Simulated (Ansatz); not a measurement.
**Geometry relaxation, with input and output: PtTe₂ (part 2 of 2)**

Continued. System: PtTe₂ (P-3m1, 3 atoms in the cell). Method: DFT PBE+D3(BJ), scalar-relativistic, plane waves, PAW, no spin polarisation (Ansatz 0.2.0); cutoff 420 eV, 6×6×4 k-mesh, Gaussian smearing of 0.1 eV. The structure derives from an entry of the Crystallography Open Database.

Geometry of the input (Å; fractional positions):
```
4.0100  0.0000  0.0000
-2.0050  3.4728  0.0000
0.0000  0.0000  5.2010
Te 0.3333  0.6667  0.2500
Te 0.6667  0.3333  0.7500
Pt 0.0000  0.0000  0.0000
```

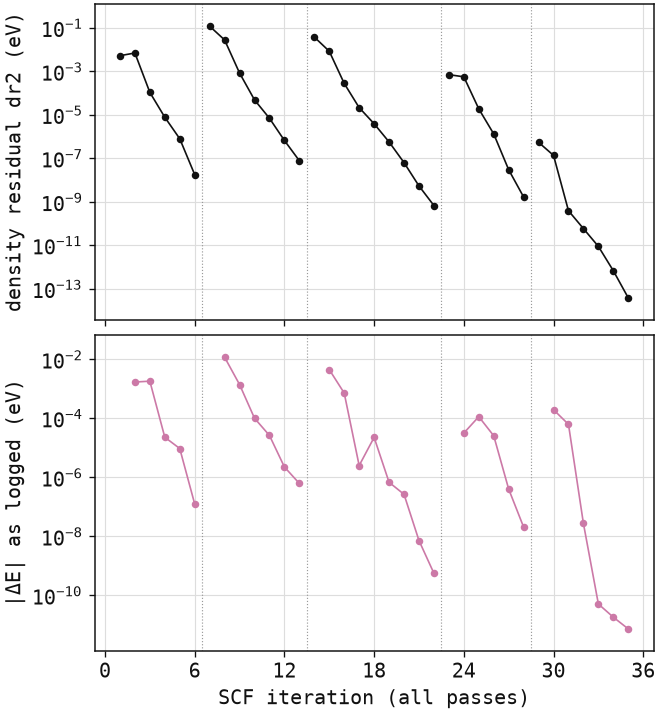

Convergence of the self-consistent field: density residual dr2 and size of the energy change against the SCF iteration. The dotted lines part the SCF passes of the relaxation: geometry steps, rejected trials and re-solves on a re-selected basis. The 5 passes take 6 to 9 iterations each, 35 in all.

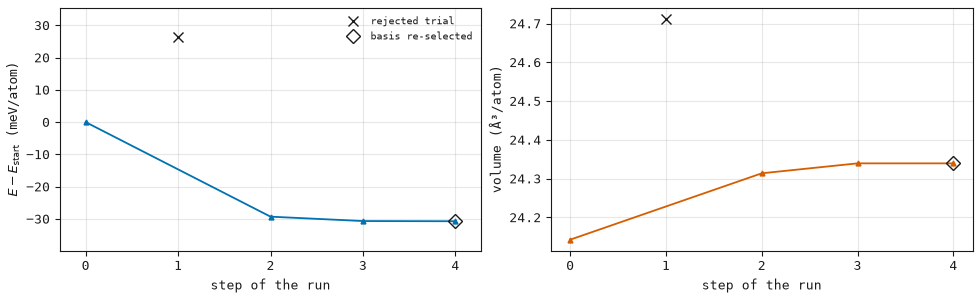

Progress of the relaxation, step by step (the first geometry is step 0 here and step 1 in the log).

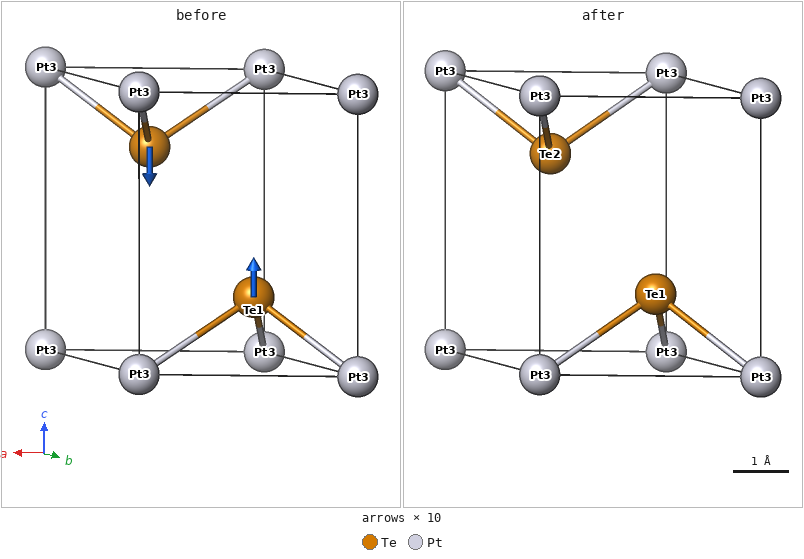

Before (left) and after (right) the relaxation, at one scale (ball-and-stick view of the cell of the calculation, seen at an oblique angle). The blue arrows give the displacements (without the part carried along by the change of the cell), magnified 10 times. The largest moves relative to the cell, 0.074 Å, are those of Te1 and Te2. Pt stays in place. The volume changes by +0.8 %, with a = b 4.010 → 4.053 Å (+1.1 %), c 5.201 → 5.133 Å (−1.3 %). Among the contacts that change: Te1–Pt3 2.655 → 2.705 Å. The space group stays P-3m1 (No. 164). After 3 geometry steps the energy has fallen by 30.7 meV per atom. The largest force component goes from 1.1 to 0.02 eV/Å. The pressure goes from 4.83 to −0.14 GPa. The line search rejected the trial step at point 1 (counted from 0) and went back. A last SCF at the same geometry on a re-selected plane-wave basis shifts the energy by −0.1 meV per atom. (Atoms are counted from 1 in the order of the input.)

```
basis re-selected at this cell: Δ(F+E_penalty+E_count) = -1.793e-4 eV, ΔP = -0.002 GPa vs the last step (what re-selecting the basis moved, of the pressure what is left beyond the Pulay correction that the steps carried, after the strain that the cell walked since its last selection, with what the two solves' SCF thresholds leave and, on support functions, any second-order correction that the steps lacked; it is no measure of the basis error at this ecutwfc). The dense FFT grid was sized anew with the basis: this SCF ran on 30×30×36 points, the steps before it on 27×27×36, so part of this shift can come from that change (see relax.cell in the input reference). This SCF's stress stands 2.05e-1 GPa from its target on what of the cell is left free (relax.cell.stress_tol is 5.00e-1 GPa) and its largest allowed force component is 2.00e-2 eV/Å (relax.f_tol is 5.00e-2 eV/Å): within both
SCF converged after 7 iterations
Free energy (F): -26485.736992 eV
Harris-Foulkes:  -26485.736992 eV  (|F-HF|=3.64e-12)
Internal energy: -26485.733006 eV  (E = F + TS)
E sigma→0 (E₀):  -26485.734999 eV
Entropy (-TS):   -0.003987 eV (-1.329 meV/atom)
Fermi energy:    13.878447 eV
--- Per-component energies (eV) ---
  E_band       = -693.087533
  E_kinetic    = 1001.430928
  E_local      = -4395.202567  (includes V_loc(G=0)·N_el)
  E_nonlocal   = -421.420976
  E_hartree    = 2342.423691
  E_xc         = -511.905460
  E_vxc        = -513.261022  (∫ρ·V_xc dr)
  E_paw        = -18779.278490  (= ΣΔE_a)
  E_vpaw       = -1049.481135  (= ΣTr[D̂ρ^β])
  E_aug_tail   = -0.000148  (compensation charges beyond the density's cutoff)
  E_ewald      = -5720.095931
  E_disp       = -1.684053  (pairwise vdW)
  E_smearing   = -0.003987  (= −TS)
  E_closure    = 0.000000  (closes the sum)
  Σ components = -26485.736992   (vs F -26485.736992, Δ=0.00e0)
--- Forces (eV/Å), atoms counted from 1 ---
  atom   1  Te    -0.00000000     0.00000000     0.01996402
  atom   2  Te     0.00000000    -0.00000000    -0.01996402
  atom   3  Pt     0.00000000    -0.00000000     0.00000000
  max |Σ_I F_I| component: 6.94e-18 eV/Å
--- Stress (GPa, compression-positive) ---
       -0.205157       0.000000      -0.000000
        0.000000      -0.205157       0.000000
       -0.000000       0.000000      -0.003519
  P = ⅓ Tr σ = -0.1379 GPa (-1.379 kbar)
--- Band table (eV; the first three rows and the last of 24) ---
  k-point 0: bands = ["-85.2187", "-39.4794", "-39.4794", "-39.3923", "-23.7133", "-23.7133", "-23.7011", "-23.6950", "-23.6919", "-23.6919", "-23.6915", "-23.6915", "-23.6848", "-23.6848", "-0.1783", "3.3490", "7.1411", "8.2111", "8.2111", "10.1620", "10.1620", "11.2128", "13.3768", "13.3768", "14.6999", "14.6999", "15.4387", "16.4980", "18.0571", "19.8454"]
  k-point 1: bands = ["-85.2187", "-39.4794", "-39.4794", "-39.3923", "-23.7110", "-23.7110", "-23.7008", "-23.6961", "-23.6961", "-23.6952", "-23.6891", "-23.6891", "-23.6852", "-23.6852", "0.1319", "2.4451", "8.2629", "8.2664", "8.2664", "10.1394", "10.1394", "11.2952", "12.9035", "12.9035", "14.0271", "15.3994", "15.3994", "17.0510", "18.9981", "19.4503"]
  k-point 2: bands = ["-85.2187", "-39.4794", "-39.4794", "-39.3924", "-23.7075", "-23.7075", "-23.7004", "-23.6998", "-23.6998", "-23.6954", "-23.6891", "-23.6891", "-23.6851", "-23.6851", "0.8316", "1.3242", "8.3242", "8.3242", "9.4564", "10.1209", "10.1209", "11.6061", "12.4695", "12.5706", "12.5706", "16.0897", "16.0897", "18.0837", "18.8832", "18.8832"]
  k-point 23: bands = ["-85.2187", "-39.4815", "-39.4815", "-39.3921", "-23.7058", "-23.7055", "-23.7055", "-23.6946", "-23.6904", "-23.6904", "-23.6896", "-23.6896", "-23.6895", "-23.6893", "2.1661", "2.1661", "7.7977", "7.7977", "8.0582", "9.6245", "9.9012", "9.9012", "10.4329", "11.1875", "11.1875", "16.4749", "16.4749", "19.7088", "20.7149", "20.7149"]
--- Relaxed structure (4 steps of the walk, 3 accepted, 1 SCFs on fresh bases) ---
  F+E_penalty+E_count = -26485.73699235 eV   max|allowed force component| = 1.996e-2 eV/Å   (the final SCF, on the basis selected at the relaxed cell)
  cell:  # Å, volume = 73.0183 Å³
    - [4.053022795313067, 2.0380216810518083e-33, 1.94538433191309e-33]
    - [-2.0265113976565337, 3.5100207028585326, -3.0969856991575825e-19]
    - [3.1639851518398854e-33, -4.638216851040742e-19, 5.132665909621915]
  atoms:
    - { symbol: Te, position: [0.3333333333333333, 0.6666666666666666, 0.26444904329780095] }
    - { symbol: Te, position: [0.6666666666666666, 0.3333333333333333, 0.7355509567021989] }
    - { symbol: Pt, position: [1.166359315015959e-34, 1.4788843515590027e-34, -1.1591269220898192e-69] }
```

Trajectory as extended XYZ (Å, eV, eV/Å), 5 frames, from step=1 to step=5
```
3
Lattice="4.0100 0.0000 0.0000 -2.0050 3.4728 0.0000 0.0000 0.0000 5.2010" Properties=species:S:1:pos:R:3:forces:R:3 step=1 energy=-26485.64482 pressure_GPa=4.83
Te    0.0000    2.3152    1.3002    0.0000   0.0000   1.0699
Te    2.0050    1.1576    3.9007    0.0000   0.0000  -1.0699
Pt    0.0000    0.0000    0.0000    0.0000   0.0000   0.0000
3
Lattice="4.0503 0.0000 0.0000 -2.0251 3.5077 0.0000 0.0000 0.0000 5.2184" Properties=species:S:1:pos:R:3:forces:R:3 step=2 energy=-26485.56565 pressure_GPa=-4.80 accepted=F
Te    0.0000    2.3384    1.4999    0.0000   0.0000  -1.1168
Te    2.0251    1.1692    3.7185    0.0000   0.0000   1.1168
Pt    0.0000    0.0000    0.0000    0.0000   0.0000   0.0000
3
Lattice="4.0413 0.0000 0.0000 -2.0207 3.4999 0.0000 0.0000 0.0000 5.1570" Properties=species:S:1:pos:R:3:forces:R:3 step=3 energy=-26485.73273 pressure_GPa=-0.64
Te    0.0000    2.3333    1.3841    0.0000   0.0000  -0.2168
Te    2.0207    1.1666    3.7729    0.0000   0.0000   0.2168
Pt    0.0000    0.0000    0.0000    0.0000   0.0000   0.0000
3
Lattice="4.0530 0.0000 0.0000 -2.0265 3.5100 0.0000 0.0000 0.0000 5.1327" Properties=species:S:1:pos:R:3:forces:R:3 step=4 energy=-26485.73681 pressure_GPa=-0.14
Te    0.0000    2.3400    1.3573    0.0000   0.0000   0.0200
Te    2.0265    1.1700    3.7753    0.0000   0.0000  -0.0200
Pt    0.0000    0.0000    0.0000    0.0000   0.0000   0.0000
3
Lattice="4.0530 0.0000 0.0000 -2.0265 3.5100 0.0000 0.0000 0.0000 5.1327" Properties=species:S:1:pos:R:3:forces:R:3 step=5 energy=-26485.73699 pressure_GPa=-0.14
Te    0.0000    2.3400    1.3573    0.0000   0.0000   0.0200
Te    2.0265    1.1700    3.7753    0.0000   0.0000  -0.0200
Pt    0.0000    0.0000    0.0000    0.0000   0.0000   0.0000
```
